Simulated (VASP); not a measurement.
Run report: K, geometry relaxation

K (Im-3m, 1 atom in the cell), computed with Kohn-Sham DFT of a periodic cell, AM05, VASP PAW PBE potentials, recommended, no spin polarisation (VASP 6.6.1).

The structure derives from an entry of the Crystallography Open Database.

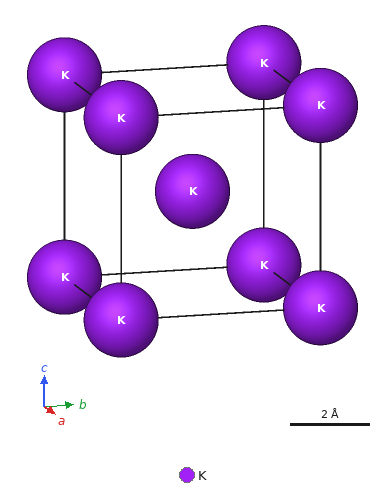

**Figure 1.** The starting structure (spheres-only view of the cell 2 times as large as that of the calculation, set on its symmetry axes, seen slightly off an axis).

INCAR
```
  PREC = Accurate
  ENCUT = 600
  EDIFF = 1E-7
  ISMEAR = 1
  SIGMA = 0.1
  LREAL = F
  LASPH = T
  NELM = 80
  ALGO = Normal
  ISIF = 3
  LWAVE = F
  LCHARG = F
  GGA = AM
  IBRION = 2
  NSW = 90
  EDIFFG = -0.005
```

KPOINTS
```
regular mesh
0
Gamma
  10 10 10
```

POSCAR
```
K                                       
1.0
   -2.6454303274      2.6454303274      2.6454303274
    2.6454303274     -2.6454303274      2.6454303274
    2.6454303274      2.6454303274     -2.6454303274
  K             
     1
Direct
     0.0000000000000000    0.0000000000000000    0.0000000000000000
```

Hardware: 1 thread of Intel Xeon @ 2.90GHz (Ice Lake), 64 GiB of memory available, shared host.

Launch command:
```bash
cat potpaw_PBE.64/K_sv/POTCAR > POTCAR
mpirun -np 1 vasp_std > vasp.out
```

OSZICAR
```
N       E                     dE             d eps       ncg     rms          rms(c)
DAV:   1     0.504041181165E+02    0.50404E+02   -0.39065E+03   752   0.963E+02
DAV:   2     0.625802286109E+00   -0.49778E+02   -0.49509E+02   768   0.219E+02
DAV:   3    -0.984513335288E+00   -0.16103E+01   -0.16089E+01  1208   0.367E+01
DAV:   4    -0.102045272627E+01   -0.35939E-01   -0.35769E-01  1096   0.415E+00
DAV:   5    -0.102086846757E+01   -0.41574E-03   -0.41573E-03  1288   0.303E-01    0.191E+00
DAV:   6    -0.101971865139E+01    0.11498E-02   -0.39018E-03  1168   0.545E-01    0.123E+00
DAV:   7    -0.101936652293E+01    0.35213E-03   -0.81947E-03  1128   0.786E-01    0.823E-02
DAV:   8    -0.101942809375E+01   -0.61571E-04   -0.41647E-04  1216   0.292E-01    0.289E-02
DAV:   9    -0.101944952974E+01   -0.21436E-04   -0.32294E-05  1024   0.654E-02    0.130E-02
DAV:  10    -0.101944921771E+01    0.31203E-06   -0.48756E-06  1264   0.213E-02    0.268E-03
DAV:  11    -0.101944910973E+01    0.10798E-06   -0.11648E-07  1072   0.460E-03    0.199E-04
DAV:  12    -0.101944912997E+01   -0.20232E-07   -0.45454E-09   848   0.810E-04
   1 F= -.10194491E+01 E0= -.10190964E+01  d E =-.101945E+01
       N       E                     dE             d eps       ncg     rms          rms(c)
DAV:   1    -0.101949349487E+01   -0.44385E-04   -0.11257E-03   832   0.404E-01    0.498E-02
DAV:   2    -0.101946253969E+01    0.30955E-04   -0.95062E-05   920   0.117E-01    0.181E-02
DAV:   3    -0.101945330083E+01    0.92389E-05   -0.36388E-05  1104   0.564E-02    0.151E-02
DAV:   4    -0.101945347876E+01   -0.17794E-06   -0.23898E-06  1232   0.127E-02    0.465E-03
DAV:   5    -0.101945317448E+01    0.30429E-06   -0.17591E-06  1200   0.899E-03    0.114E-03
DAV:   6    -0.101945305196E+01    0.12251E-06   -0.29639E-08   544   0.166E-03    0.417E-04
DAV:   7    -0.101945299850E+01    0.53466E-07   -0.38952E-09   472   0.655E-04
   2 F= -.10194530E+01 E0= -.10191004E+01  d E =-.386853E-05
```

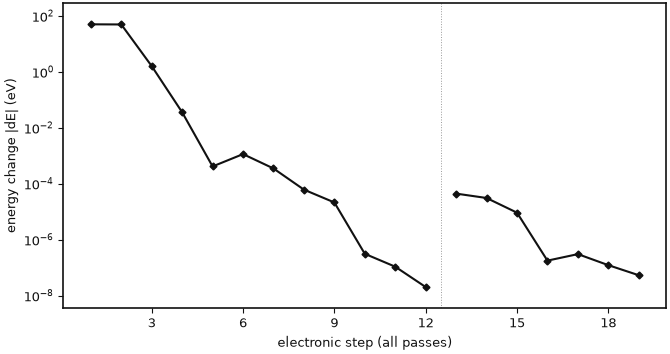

**Figure 2.** Convergence of the self-consistent field: energy change |dE| against the electronic step. Each stretch between dotted lines is the SCF of one geometry step of a relaxation. The 2 ionic steps take 7 to 12 electronic steps each. The density is held fixed in the first few steps, and dE rises again when its update begins.

Parts of OUTCAR
```
PREC = Accurate
   ENCUT = 600
   EDIFF = 1E-7
   ISMEAR = 1
   LREAL = F
   LASPH = T
   NELM = 80
   ISIF = 3
   GGA = AM
   IBRION = 2
   NSW = 90
   EDIFFG = -0.005

 ion  position               nearest neighbor table
   1  0.000  0.000  0.000-

  LATTYP: Found a body centered cubic cell.
 ALAT       =     5.2908606548

  Lattice vectors:

 A1 = (  -2.6454303274,   2.6454303274,   2.6454303274)
 A2 = (   2.6454303274,  -2.6454303274,   2.6454303274)
 A3 = (   2.6454303274,   2.6454303274,  -2.6454303274)

Analysis of symmetry for initial positions (statically):
=====================================================================
 Subroutine PRICEL returns:
 Original cell was already a primitive cell.

 Routine SETGRP: Setting up the symmetry group for a
 body centered cubic supercell.

 Subroutine GETGRP returns: Found 48 space group operations
 (whereof 48 operations were pure point group operations)
 out of a pool of 48 trial point group operations.

The static configuration has the point symmetry O_h .

Analysis of symmetry for dynamics (positions and initial velocities):
=====================================================================
 Subroutine PRICEL returns:
 Original cell was already a primitive cell.

 Routine SETGRP: Setting up the symmetry group for a
 body centered cubic supercell.

 Subroutine GETGRP returns: Found 48 space group operations
 (whereof 48 operations were pure point group operations)
 out of a pool of 48 trial point group operations.

The dynamic configuration has the point symmetry O_h .

 Subroutine INISYM returns: Found 48 space group operations
 (whereof 48 operations are pure point group operations),
 and found     1 'primitive' translations

----------------------------------------------------------------------------------------

                                     Primitive cell

  volume of cell :      74.0541

  direct lattice vectors                    reciprocal lattice vectors
    -2.645430327  2.645430327  2.645430327     0.000000000  0.189005167  0.189005167
     2.645430327 -2.645430327  2.645430327     0.189005167  0.000000000  0.189005167
     2.645430327  2.645430327 -2.645430327     0.189005167  0.189005167  0.000000000

  length of vectors
     4.582019735  4.582019735  4.582019735     0.267293670  0.267293670  0.267293670

  position of ions in fractional coordinates (direct lattice)
     0.000000000  0.000000000  0.000000000

  ion indices of the primitive-cell ions
   primitive index   ion index
                 1           1

----------------------------------------------------------------------------------------

 KPOINTS: regular mesh

Automatic generation of k-mesh.
 Grid dimensions read from file:
 generate k-points for:   10   10   10

 Generating k-lattice:

  Cartesian coordinates                     Fractional coordinates (reciprocal lattice)
     0.000000000  0.018900517  0.018900517     0.100000000  0.000000000  0.000000000
     0.018900517  0.000000000  0.018900517     0.000000000  0.100000000  0.000000000
     0.018900517  0.018900517  0.000000000     0.000000000  0.000000000  0.100000000

  Length of vectors
     0.026729367  0.026729367  0.026729367

  Shift w.r.t. Gamma in fractional coordinates (k-lattice)
     0.000000000  0.000000000  0.000000000

 Subroutine IBZKPT returns following result:
 ===========================================

 Found     47 irreducible k-points:

 Following reciprocal coordinates:
            Coordinates               Weight
  0.000000  0.000000  0.000000      1.000000
  0.100000  0.000000  0.000000     12.000000
  0.200000  0.000000  0.000000     12.000000
  0.300000  0.000000  0.000000     12.000000
  0.400000  0.000000  0.000000     12.000000
  0.500000  0.000000  0.000000      6.000000
  0.100000  0.100000  0.000000     24.000000
  0.200000  0.100000  0.000000     48.000000
  0.300000  0.100000  0.000000     48.000000
  0.400000  0.100000  0.000000     48.000000
  0.200000  0.200000  0.000000     24.000000
  0.300000  0.200000  0.000000     48.000000
  0.400000  0.200000  0.000000     24.000000
  0.300000  0.300000  0.000000     24.000000
  0.100000  0.100000  0.100000      8.000000
  0.200000  0.100000  0.100000     24.000000
  0.300000  0.100000  0.100000     24.000000
  0.400000  0.100000  0.100000     12.000000
 -0.100000  0.100000  0.100000      6.000000
  0.200000  0.200000  0.100000     24.000000
  0.300000  0.200000  0.100000     48.000000
 -0.200000  0.200000  0.100000     24.000000
  0.300000  0.300000  0.100000      8.000000
 -0.300000  0.300000  0.100000     24.000000
 [... further k-points ...]
   k-points           NKPTS =     47   k-points in BZ     NKDIM =     47   number of bands    NBANDS=      8
   number of dos      NEDOS =    301   number of ions     NIONS =      1
   total plane-waves  NPLWV =  64000
   dimension x,y,z NGX =    40 NGY =   40 NGZ =   40
   dimension x,y,z NGXF=    80 NGYF=   80 NGZF=   80
   ions per type =               1
   NGX,Y,Z   is equivalent  to a cutoff of  14.51, 14.51, 14.51 a.u.
   NGXF,Y,Z  is equivalent  to a cutoff of  29.03, 29.03, 29.03 a.u.
 SYSTEM =  unknown system
   PREC   = accura    normal or accurate (medium, high low for compatibility)
   ISTART =      0    job   : 0-new  1-cont  2-samecut
   ICHARG =      2    charge: 1-file 2-atom 10-const
   ISPIN  =      1    spin polarized calculation?
   LNONCOLLINEAR =      F non collinear calculations
   LSORBIT =      F    spin-orbit coupling
   LASPH  =      T    aspherical Exc in radial PAW
   ENCUT  =  600.0 eV  44.10 Ry    6.64 a.u.   9.15  9.15  9.15*2*pi/ulx,y,z
   NELM   =     80;   NELMIN=  2; NELMDL= -5     # of ELM steps
   EDIFF  = 0.1E-06   stopping-criterion for ELM
   LREAL  =      F    real-space projection
   EDIFFG = -.5E-02   stopping-criterion for IOM
   NSW    =     90    number of steps for IOM
   IBRION =      2    ionic relax: 0-MD 1-quasi-New 2-CG
   NFREE  =      1    steps in history (QN), initial steepest desc. (CG)
   ISIF   =      3    stress and relaxation
   ISYM   =      2    0-nonsym 1-usesym 2-fastsym
   POTIM  = 0.5000    time-step for ionic-motion
   TEBEG  =    0.0;   TEEND  =   0.0 temperature during run
   PSTRESS=    0.0 pullay stress
   NELECT =       9.0000    total number of electrons
   NUPDOWN=      -1.0000    fix difference up-down
   EMIN   =  10.00;   EMAX   =-10.00  energy-range for DOS
   EFERMI =   0.00;   METHOD = LEGACY
   ISMEAR =     1;   SIGMA  =   0.10  broadening in eV -4-tet -1-fermi 0-gaus
   EFERMI_NEDOS =   21; number of points for ismear=-14 and -15
   IALGO  =     38    algorithm
   IMIX   =      4    mixing-type and parameters
     AMIX     =   0.40;   BMIX     =  1.00
     AMIX_MAG =   1.60;   BMIX_MAG =  1.00
  volume/ion in A,a.u.               =      74.05       499.74
  Fermi-wavevector in a.u.,A,eV,Ry     =   0.810910  1.532398  8.946852  0.657575
  Thomas-Fermi vector in A             =   1.920172
   LORBIT       =      0    0 simple, 1 ext, 2 COOP (PROOUT), +10 PAW based schemes
   GGA     = AM    functional components
   LHFCALC =     F    Hartree Fock is set to
   AEXX    =    0.0000 exact exchange contribution
   IVDW    =     0    specifies the selected vdW correction
   LEPSILON=     F    determine dielectric tensor
   LRPA    =     F    only Hartree local field effects (RPA)
 conjugate gradient relaxation of ions
 non-spin polarized calculation
 Methfessel and Paxton  Order N= 1 SIGMA  =   0.10
  energy-cutoff  :      600.00
  volume of cell :       74.05
 maximum number of plane-waves:      2498
 NGX is ok and might be reduce to    40
   NGX = 19   NGY = 19   NGZ = 19

--------------------------------------- Ionic step        1  -------------------------------------------

 number of electron       8.9999999 magnetization

 Free energy of the ion-electron system (eV)
  ---------------------------------------------------
  ext. energy  EPLUGINS =         0.00000000
  ---------------------------------------------------
  free energy    TOTEN  =        -1.01944913 eV

  energy without entropy =       -1.01839100  energy(sigma->0) =       -1.01909642

------------------------ aborting loop because EDIFF is reached ----------------------------------------

  FORCE on cell =-STRESS in cart. coord.  units (eV):
  Direction    XX          YY          ZZ          XY          YZ          ZX
  --------------------------------------------------------------------------------------
  -------------------------------------------------------------------------------------
  Total        0.0055450      0.0055450      0.0055450      0.0000000      0.0000000     -0.0000000
  in kB        0.1199683      0.1199683      0.1199683      0.0000000      0.0000000     -0.0000000
  external PRESSURE =       0.1199683 kB  Pullay stress =       0.0000000 kB

 VOLUME and BASIS-vectors are now :
 -----------------------------------------------------------------------------
  energy-cutoff  :      600.00
  volume of cell :       74.05
      direct lattice vectors                 reciprocal lattice vectors
    -2.645430327  2.645430327  2.645430327     0.000000000  0.189005167  0.189005167
     2.645430327 -2.645430327  2.645430327     0.189005167  0.000000000  0.189005167
     2.645430327  2.645430327 -2.645430327     0.189005167  0.189005167  0.000000000

 POSITION                                       TOTAL-FORCE (eV/Angst)
 -----------------------------------------------------------------------------------
      0.00000      0.00000      0.00000         0.000000      0.000000     -0.000000
 -----------------------------------------------------------------------------------
    total drift:                                0.000000      0.000000     -0.000000

  FREE ENERGIE OF THE ION-ELECTRON SYSTEM (eV)
  ---------------------------------------------------
  free  energy   TOTEN  =        -1.0194491300 eV

  energy  without entropy=       -1.0183910045  energy(sigma->0) =       -1.01909642

--------------------------------------- Ionic step        2  -------------------------------------------

 number of electron       8.9999999 magnetization

 Free energy of the ion-electron system (eV)
  ---------------------------------------------------
  ext. energy  EPLUGINS =         0.00000000
  ---------------------------------------------------
  free energy    TOTEN  =        -1.01945300 eV

  energy without entropy =       -1.01839514  energy(sigma->0) =       -1.01910038

 E-fermi :  -0.1232     XC(G=0):  -5.6070     alpha+bet : -3.3926

 val. band max:       -0.1288003913   @ k =   0.3000   0.2000   0.0000
 cond. band min:      -0.0353728966   @ k =  -0.4000   0.4000   0.2000
 fundamental gap:      0.0934274947
 Fermi energy:        -0.1232479451

 k-point     1 :       0.0000    0.0000    0.0000
  band No.  band energies     occupation
      1     -32.1055      2.00000
      2     -15.6580      2.00000
      3     -15.6580      2.00000
      4     -15.6580      2.00000
      5      -2.2591      2.00000
      6       4.1911      0.00000
      7       4.1911      0.00000
      8       4.1911      0.00000

 k-point     2 :       0.1000    0.0000    0.0000
  band No.  band energies     occupation
      1     -32.1051      2.00000
      2     -15.6644      2.00000
      3     -15.6601      2.00000
      4     -15.6579      2.00000
      5      -2.1359      2.00000
      6       3.9862      0.00000
      7       4.0297      0.00000
      8       4.2891      0.00000

 k-point     3 :       0.2000    0.0000    0.0000
  band No.  band energies     occupation
      1     -32.1041      2.00000
      2     -15.6810      2.00000
      3     -15.6657      2.00000
      4     -15.6579      2.00000
      5      -1.7743      2.00000
      6       3.2630      0.00000
      7       3.6863      0.00000
      8       4.5790      0.00000

 k-point     4 :       0.3000    0.0000    0.0000
  band No.  band energies     occupation
      1     -32.1029      2.00000
      2     -15.7013      2.00000
      3     -15.6725      2.00000
      4     -15.6579      2.00000
      5      -1.1972      2.00000
      6       2.3433      0.00000
      7       3.3542      0.00000
      8       4.9432      0.00000

 k-point     5 :       0.4000    0.0000    0.0000
  band No.  band energies     occupation
      1     -32.1019      2.00000
      2     -15.7176      2.00000
      3     -15.6781      2.00000
      4     -15.6579      2.00000
      5      -0.4439      2.00006
      6       1.3933     -0.00000
      7       3.1304      0.00000
      8       4.8589      0.00000

 [... the levels of 18 k-points are left out ...]

 k-point    24 :      -0.3000    0.3000    0.1000
  band No.  band energies     occupation
      1     -32.1025      2.00000
      2     -15.7004      2.00000
      3     -15.6749      2.00000
      4     -15.6629      2.00000
      5      -1.0844      2.00000
      6       2.3937      0.00000
      7       3.3608      0.00000
      8       4.2392      0.00000

 [... further k-points ...]

------------------------ aborting loop because EDIFF is reached ----------------------------------------

  FORCE on cell =-STRESS in cart. coord.  units (eV):
  Direction    XX          YY          ZZ          XY          YZ          ZX
  --------------------------------------------------------------------------------------
  -------------------------------------------------------------------------------------
  Total        0.0042325      0.0042325      0.0042325     -0.0000000      0.0000000     -0.0000000
  in kB        0.0914973      0.0914973      0.0914973     -0.0000000      0.0000000     -0.0000000
  external PRESSURE =       0.0914973 kB  Pullay stress =       0.0000000 kB

 VOLUME and BASIS-vectors are now :
 -----------------------------------------------------------------------------
  energy-cutoff  :      600.00
  volume of cell :       74.11
      direct lattice vectors                 reciprocal lattice vectors
    -2.646138000  2.646138000  2.646138000     0.000000000  0.188954620  0.188954620
     2.646138000 -2.646138000  2.646138000     0.188954620  0.000000000  0.188954620
     2.646138000  2.646138000 -2.646138000     0.188954620  0.188954620  0.000000000

 POSITION                                       TOTAL-FORCE (eV/Angst)
 -----------------------------------------------------------------------------------
      0.00000      0.00000      5.29228         0.000000      0.000000      0.000000
 -----------------------------------------------------------------------------------
    total drift:                               -0.000000     -0.000000      0.000000

  FREE ENERGIE OF THE ION-ELECTRON SYSTEM (eV)
  ---------------------------------------------------
  free  energy   TOTEN  =        -1.0194529985 eV

  energy  without entropy=       -1.0183951410  energy(sigma->0) =       -1.01910038

 reached required accuracy - stopping structural energy minimisation
```

CONTCAR
```
K
   1.00000000000000
    -2.6461380002269763    2.6461380002269763    2.6461380002269763
     2.6461380002269763   -2.6461380002269763    2.6461380002269763
     2.6461380002269763    2.6461380002269763   -2.6461380002269763
  K
     1
Direct
     1.0000000000000000    1.0000000000000000    0.0000000000000000

  0.00000000E+00  0.00000000E+00  0.00000000E+00
```

Trajectory as extended XYZ (Å, eV, eV/Å), 2 frames, from step=0 to step=1
```
1
Lattice="-2.6454 2.6454 2.6454 2.6454 -2.6454 2.6454 2.6454 2.6454 -2.6454" Properties=species:S:1:pos:R:3:forces:R:3 step=0 energy=-1.01945
K     0.0000    0.0000    0.0000    0.0000   0.0000   0.0000
1
Lattice="-2.6461 2.6461 2.6461 2.6461 -2.6461 2.6461 2.6461 2.6461 -2.6461" Properties=species:S:1:pos:R:3:forces:R:3 step=1 energy=-1.01945
K     0.0000    0.0000    5.2923    0.0000   0.0000   0.0000
```

Key numbers

- outcome: converged
- space group (tolerance 0.01 Å): Im-3m (229)
- electrons treated: 9
- free energy: −1.0195 eV
- Fermi energy: −0.123 eV
- gap on the k-point mesh: none (metallic)
- pressure: 0.01 GPa
- final volume: 74.11 Å³
- largest force (length of the vector) at the end: under 0.001 eV/Å
- final cell: a = 4.583 Å, b = 4.583 Å, c = 4.583 Å, α = 109.47°, β = 109.47°, γ = 109.47°
- wall time: 38 s
- peak memory: 0.25 GiB
